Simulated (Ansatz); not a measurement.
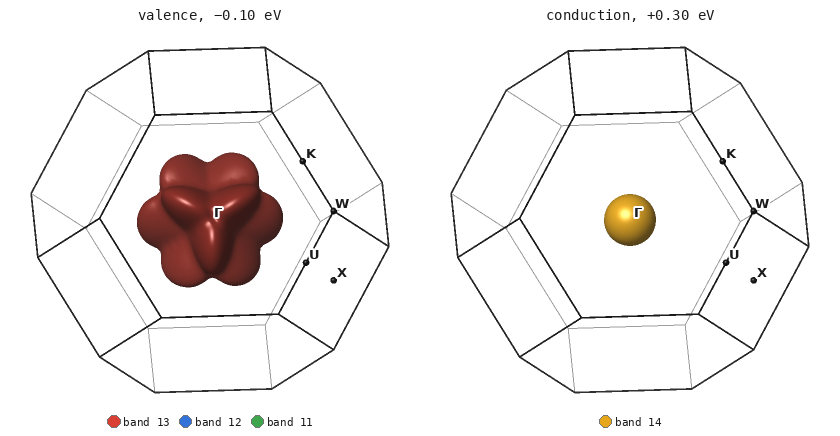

NaI (space group Fm-3m, No. 225): constant-energy surfaces at both band edges (energies from each edge).

All numbers here come from DFT PBE, scalar-relativistic, plane waves, PAW; levels and slopes on a dense k mesh at the converged density in Ansatz 0.2.0. No spin polarisation. The levels come from a k mesh of 32×32×32 points. The geometry was not relaxed.

Masses come from a second pass at points close to the extrema; at the energies drawn a band may no longer be parabolic.

Q: What kind of gap has this crystal, and what size does the calculation give?

A: The gap is direct, 3.64 eV at this level of theory, which underestimates gaps and can reorder valleys that lie close.

Q: Give the valleys and their effective masses.

A: Valence band (extrema up to 0.10 eV from the edge): one maximum at Γ, three bands meeting there, with masses of 0.38 and 1.63 mₑ among them, each the same along x, y and z. Band 13 forms the valence edge; band 12 meets it there and band 11 meets it there.
Conduction band (extrema up to 0.30 eV from the edge): one minimum at Γ, mass 0.27 mₑ in all directions. Band 14 forms the conduction edge.

Where one band's surface lies inside another's, the outer one hides all or part of it.

Spin-orbit coupling, left out here, can change the gap, its kind, the place of the band edges and the masses, since the compound holds I.
